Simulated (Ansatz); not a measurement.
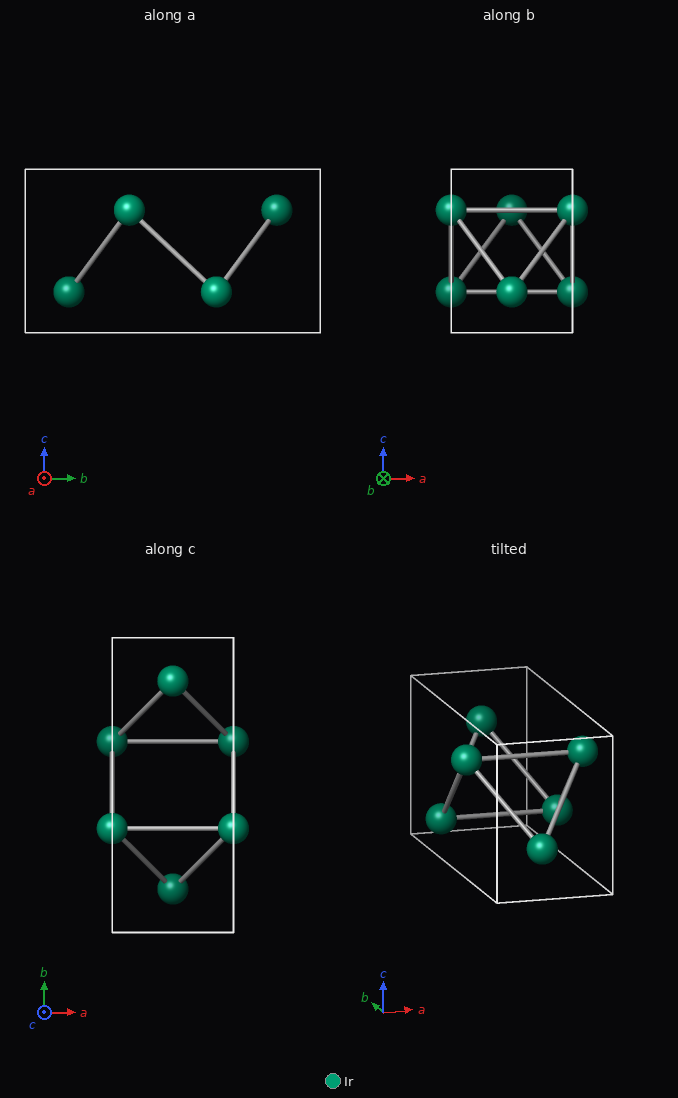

The image is a ball-and-stick drawing of a crystal, viewed along the a axis, along the b axis, along the c axis and slightly off an axis. The lines enclose the conventional unit cell; boundary atoms appear with their images.

Lattice parameters: a = 2.541 Å, b = 6.180 Å, c = 3.425 Å, α = 90.00°, β = 90.00°, γ = 90.00°.

**Set out the cell and atoms as a table of Wyckoff sites, with free fractional coordinates to two decimals.**

Space group Cmcm (No. 63).
| atom | site | x | y | z |
| --- | --- | --- | --- | --- |
| Ir | 4c | 0.00 | 0.35 | 0.75 |

The initial geometry was a structure type filled with this element by a generator (whether the element takes this form wasn't checked). Earlier steps of the study may have refined or changed the cell and positions. It went into a calculation with Ansatz.

At this level of theory the cell isn't at rest (compressed, at 57 GPa), so its distances can differ from those at equilibrium, the more so the softer the solid.
